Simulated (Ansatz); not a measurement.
## Electronic structure of Se in real space

```xyz
4
Lattice="2.7786 0.0000 0.0000 0.0000 8.9091 0.0000 0.0000 0.0000 4.7167" Properties=species:S:1:pos:R:3 pbc="T T T"
Se    0.0000    0.5049    3.5375
Se    1.3893    4.9594    3.5375
Se    0.0000    8.4042    1.1792
Se    1.3893    3.9497    1.1792
```

Space group Cmcm; a structure from a database of computed crystals, not necessarily the ambient phase.

Level of theory: Ansatz 0.2.0, DFT PBE, scalar-relativistic, plane waves, PAW.

Core electrons are frozen (PAW), and the valence fields are smoothed inside the atomic spheres.

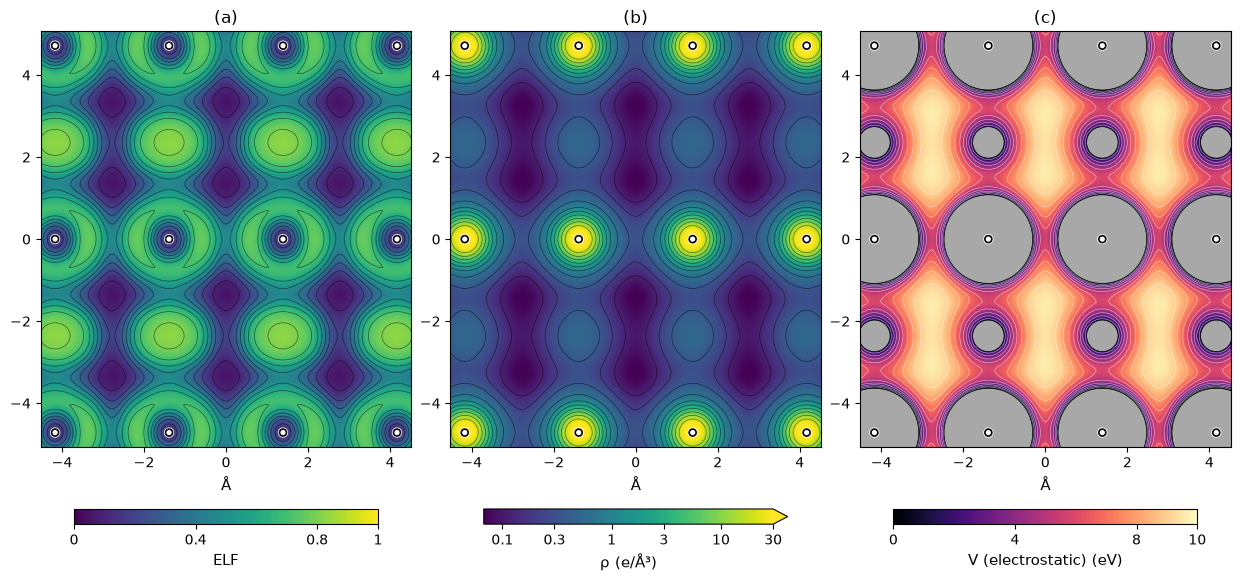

Figure 1. (a) electron localisation function; (b) valence electron density; (c) electrostatic potential energy of an electron on the (010) plane of the conventional cell. Circles mark the nuclei in the plane (Se). Grey discs cover the atomic cores in the potential map.

**What do the fields say about this system?**

- The plane passes through Se nuclei.
- Se–Se (2.78 Å): ρ at the midpoint is about 0.32 e/Å³; the ELF is about 0.45 at the midpoint.
- Between the atoms the lowest density in this plane is 0.07 e/Å³.
- Outside the cores the potential energy rises away from the atoms and is highest about 1.8 Å from the nearest atoms; its zero is arbitrary.

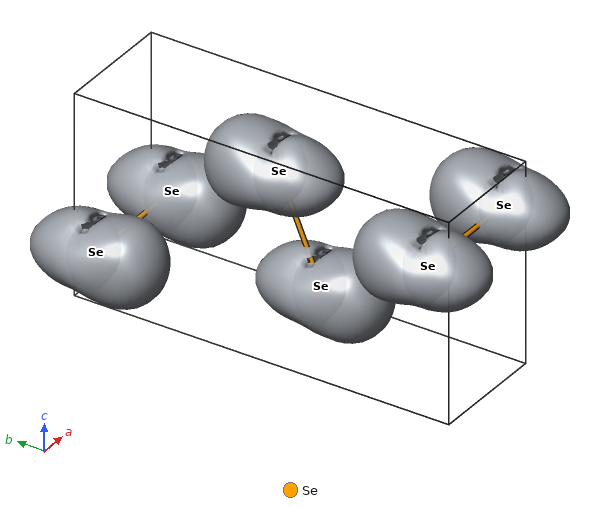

Figure 2. Isosurface of the ELF at 0.7 (grey), seen at an oblique angle. Only the valence region is drawn (cores and ρ < 0.01 e/Å³ removed). Sticks mark near contacts.

**Identify the bonds, lone pairs and shells in this picture.**

The ELF exceeds this value in four regions wrapped around Se (the valence shell of each), counted in one cell of 4 atoms. Regions shared between cells count once.


Se–Se (2.57 Å): the ELF peaks at about 0.75 between the atoms.

**Does the calculation give a band gap?**

It is gapless in this calculation (a metal or semimetal).
